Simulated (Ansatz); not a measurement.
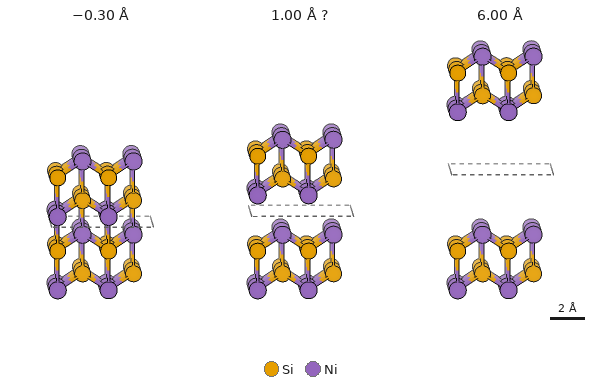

A crystal of SiNi (Pmmn): the crystal is pulled apart rigidly along the normal of the (0 0 1) plane of the conventional cell, at a cut between a plane of Ni below and one of Ni above, 1.48 Å apart. One cut stands in each cell, which starts 14.1 Å high; nothing is relaxed, and the dashed outline marks the cut. A ball-and-stick model of the layers on both sides of the cut, seen from the side, nearly along the cut plane.

Theory: DFT PBE, scalar-relativistic, plane waves, PAW (Ansatz 0.2.0). Set-up: plane-wave cutoff 420 eV; k-point mesh 15 × 14 × 4; occupations gaussian; smearing width 0.15 eV; no spin polarisation. Energies (free energies at the smearing named) are counted from the relaxed crystal.

```
opening (Å)  ΔE per area (J/m²)
      −0.30               1.031
       0.00               0.000
       0.25               0.300
       0.50               0.854
       1.00                   ?
       1.50               2.573
       2.00               2.965
       3.00               3.273
       4.50               3.346
       6.00               3.352
```

Q: Fill in the missing row.

A: A straight line between the two neighbours gives 1.713 J/m². A cubic through the four nearest rows (0.25, 0.50, 1.50, 2.00) gives, with Lagrange weights, (−0.4571)(0.300) + (1.0000)(0.854) + (0.6000)(2.573) + (−0.1429)(2.965) = 1.837 J/m². The calculation gives 1.887 J/m², so the cubic is 0.050 J/m² too low and the straight line 0.174 J/m² too low, as the curve bends downwards here.

The whole profile:

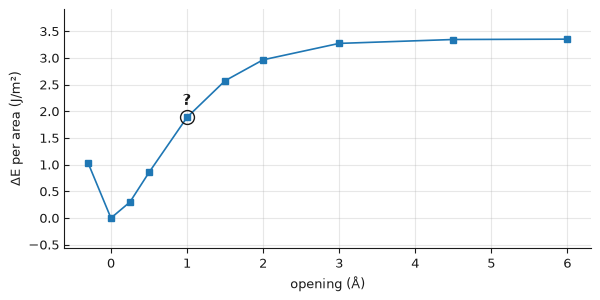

Limits of the set-up: an element that often carries a moment was run without spin polarisation.
